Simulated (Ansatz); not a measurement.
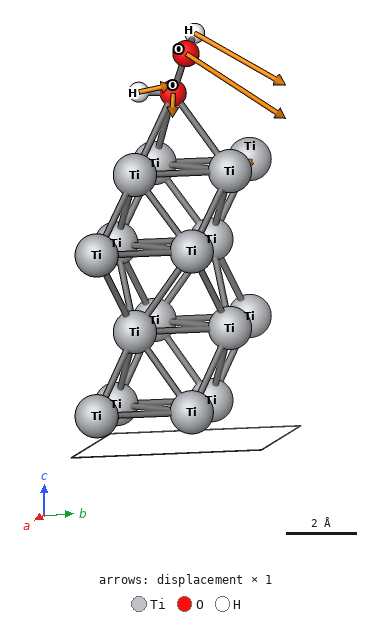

A constrained relaxation of a slab of composition Ti₈HO (cut from the P6_3/mmc phase). The starting structure is drawn; orange arrows show the displacements, at their true length.

Style: ball-and-stick. Shown: the cell of the calculation, outlined in the plane, without the vacuum (origin shifted), slightly off an axis.

Case: 1 H2O2 a cell, donor, over a hollow Ti-Ti-Ti site. The slab is the (0 0 1) face of Ti with H2O2 on it. 8 atoms are held fixed.

The calculation used DFT PBE+D3(BJ), scalar-relativistic, plane waves, PAW in Ansatz 0.2.0.

The input:
```yaml
crystal:
  lattice:
    - [5.772929951, 0.0, 0.0]
    - [-2.8864649755, 4.9995039918, 0.0]
    - [0.0, 0.0, 26.542623473]
  atoms:
    - { symbol: Ti, position: [0.3333333333, 0.1666666667, 0.3014020075] }
    - { symbol: Ti, position: [0.3333333333, 0.6666666667, 0.3014020075] }
    - { symbol: Ti, position: [0.8333333333, 0.1666666667, 0.3014020075] }
    - { symbol: Ti, position: [0.8333333333, 0.6666666667, 0.3014020075] }
    - { symbol: Ti, position: [0.1666666667, 0.3333333333, 0.3875668571] }
    - { symbol: Ti, position: [0.1666666667, 0.8333333333, 0.3875668571] }
    - { symbol: Ti, position: [0.6666666667, 0.3333333333, 0.3875668571] }
    - { symbol: Ti, position: [0.6666666667, 0.8333333333, 0.3875668571] }
    - { symbol: Ti, position: [0.3333333333, 0.1666666667, 0.4769465527] }
    - { symbol: Ti, position: [0.3333333333, 0.6666666667, 0.4769465527] }
    - { symbol: Ti, position: [0.8333333333, 0.1666666667, 0.4769465527] }
    - { symbol: Ti, position: [0.8333333333, 0.6666666667, 0.4769465527] }
    - { symbol: Ti, position: [0.1666666667, 0.3333333333, 0.5588849364] }
    - { symbol: Ti, position: [0.1666666667, 0.8333333333, 0.5588849364] }
    - { symbol: Ti, position: [0.6666666667, 0.3333333333, 0.5588849364] }
    - { symbol: Ti, position: [0.6666666667, 0.8333333333, 0.5588849364] }
    - { symbol: O, position: [0.1019539268, 0.0886419117, 0.6875346158] }
    - { symbol: O, position: [0.0, 0.0, 0.6425239935] }
    - { symbol: H, position: [-0.038349086, 0.1057529585, 0.705874928] }
    - { symbol: H, position: [-0.0636206051, -0.1943920906, 0.6435562954] }
basis:
  ecutwfc: 420
kpoints:
  mp_grid: { grid: [4, 4, 1] }
hamiltonian:
  xc: pbe
  dispersion: d3bj
scf:
  occupations: { method: gaussian, width: 0.1 }
output:
  forces: true
  eigenvalues: true
  write_density: true
  write_potential: true
  elf: true
  volumetric_format: npy
relax:
  adjacent_minimum: "off"
  f_tol: 0.04
  max_steps: 100
  constraints: [{ sites: [0, 1, 2, 3, 4, 5, 6, 7] }]
efield:
  axis: 3
  dipole_correction: true
  ramp_width: 0.04
```

Command:
```bash
ansatz run input.yaml --threads 4 --pin off --max-ram 10240MiB --backend cpu --events-out ev --progress --plain --runs-dir out
```

What happened in the run?

The atom that moves furthest is O17 (3.44 Å at 57° to the normal (−c side)). Largest moves by element: O 3.44 Å, H 3.15 Å, Ti 0.28 Å. The cell stays as it was. Among the contacts that change: Ti14–O17 5.355 → 2.135 Å, Ti16–O17 5.173 → 2.136 Å, O17–O18 1.317 → 3.336 Å, Ti13–O17 3.642 → 2.137 Å. New bonds form, among them: Ti13–O17 (3.64 → 2.14 Å), Ti14–O17 (5.35 → 2.14 Å), Ti16–O17 (5.17 → 2.14 Å). Bonds break, among them: O17–O18 (1.32 → 3.34 Å). Among the angles between lasting bonds that change: Ti14–O18–H20 68.0° → 127.4°, Ti16–O18–H20 80.2° → 127.5°, Ti13–O18–Ti14 62.7° → 86.7°. Over 27 geometry steps the energy falls by 8.219 eV per cell of the calculation. The largest force component goes from 5.4 to 0.011 eV/Å. The run may lie on a higher electronic state than the lowest, so the end point isn't shown to be the ground-state structure.

Limits of the set-up: the periodic images lie only 5.8 Å apart, so the values are limited by the cell's size.
